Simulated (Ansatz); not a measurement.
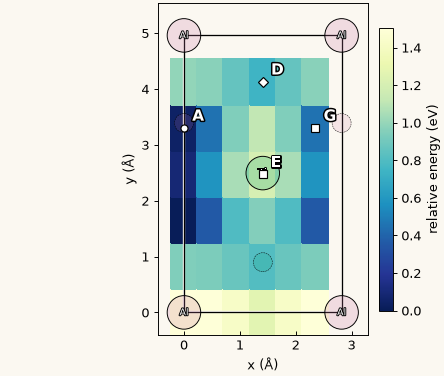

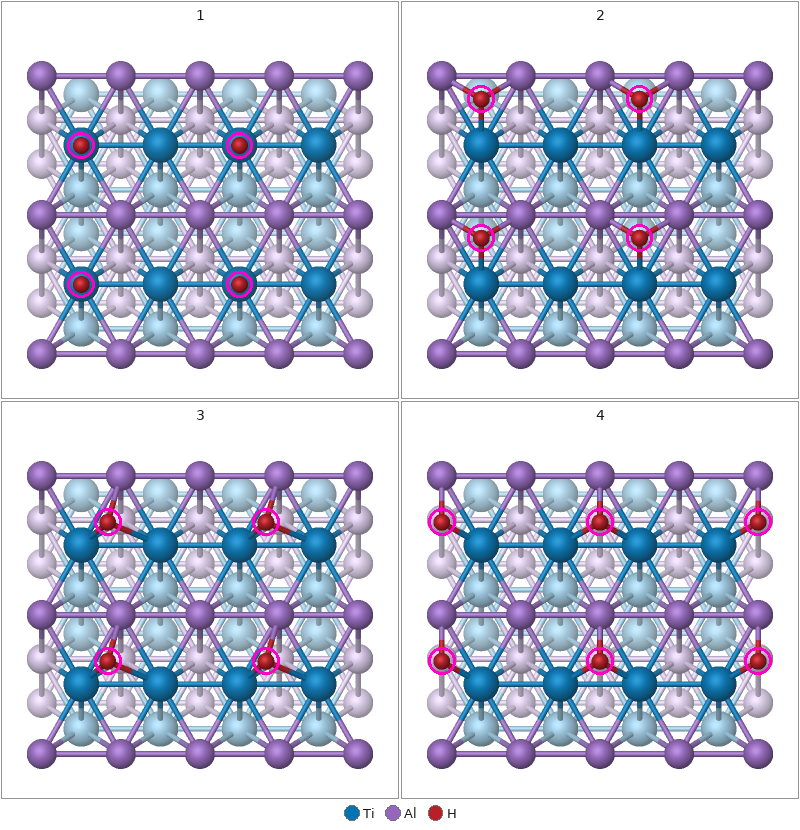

H on a TiAl(101) slab cut from the P4/mmm phase, its upper half relaxed before the scan (12 atoms of substrate and one adsorbate in a 2 × 1 cell). H is moved over the surface cell; relaxed at each place: the height of the adsorbate's atoms; substrate rigid; the origin of the map has the adsorbate above Al11. Places are given modulo a cell vector. The map is drawn in real space over the plane of the surface. The grid has 6 × 6 points; 24 points were computed and 12 follow by symmetry. Places are given in fractions of the 1 × 1 surface cell. Energies are in eV, from the lowest grid point. Theory: DFT PBE, scalar-relativistic, plane waves, PAW in Ansatz. Settings: cutoff 420 eV, k-mesh 5×6×1, gaussian smearing 0.1 eV, no spin polarisation.

In the figure: one coloured cell a grid point, labelled circles for the atoms of the top layer and small ones for the second layer, the outline of one cell of the plane, lettered points. The numbered pictures are the structures at these points, in random order. Rings mark the moved atoms.

Question: Which structure belongs to which point?

Answer: A is structure 4: a threefold hollow (Al–Ti–Ti) over a second-layer Al atom, (0/6, 4/6) of the cell vectors, 0.047 eV; D is structure 2: a threefold hollow (Al–Al–Ti), (3/6, 5/6) of the cell vectors, 0.74 eV; E is structure 1: the top site over a surface Ti atom, (3/6, 3/6) of the cell vectors, 1.20 eV; G is structure 3: (5/6, 4/6) of the cell vectors [nearest 1 Ti at 1.78 Å], 0.45 eV.

PAW datasets: the set soft_1.
